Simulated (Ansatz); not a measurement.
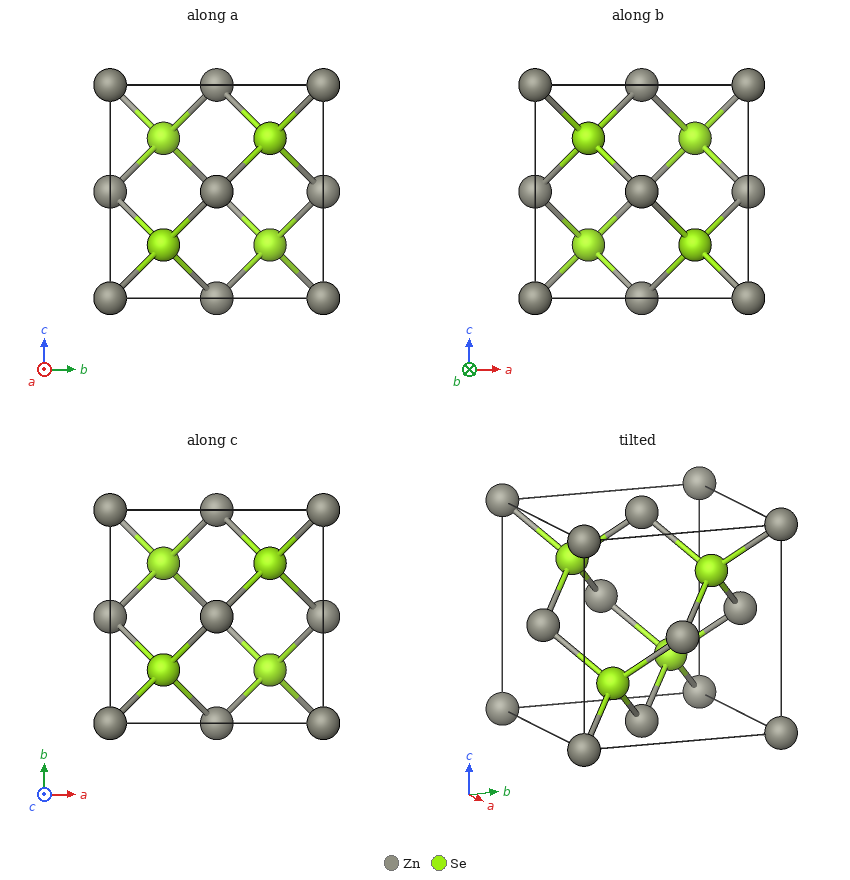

Shown here is a ball-and-stick view of the crystal, taken along the a axis, along the b axis, along the c axis and slightly off an axis. The lines enclose the conventional unit cell; boundary atoms appear with their images.

Lattice parameters: a = 5.7781 Å, b = 5.7781 Å, c = 5.7781 Å, α = 90.000°, β = 90.000°, γ = 90.000°.

> From the views, write a CIF in P1 with every atom of the cell.

```cif
data_structure
_symmetry_space_group_name_H-M 'P 1'
_symmetry_Int_Tables_number 1
_cell_length_a 5.7781
_cell_length_b 5.7781
_cell_length_c 5.7781
_cell_angle_alpha 90.000
_cell_angle_beta 90.000
_cell_angle_gamma 90.000
_cell_volume 192.91
loop_
_atom_site_label
_atom_site_type_symbol
_atom_site_fract_x
_atom_site_fract_y
_atom_site_fract_z
_atom_site_occupancy
Zn1 Zn 0.0000 0.0000 0.0000 1
Se1 Se 0.2500 0.2500 0.7500 1
Zn2 Zn 0.0000 0.5000 0.5000 1
Se2 Se 0.2500 0.7500 0.2500 1
Zn3 Zn 0.5000 0.0000 0.5000 1
Se3 Se 0.7500 0.2500 0.2500 1
Zn4 Zn 0.5000 0.5000 0.0000 1
Se4 Se 0.7500 0.7500 0.7500 1
```

Starting structure: a structure type filled with these elements by a generator (whether the compound takes this form wasn't checked). The cell was then strained or its atoms displaced on purpose. An electronic-structure calculation with Ansatz was run on it.
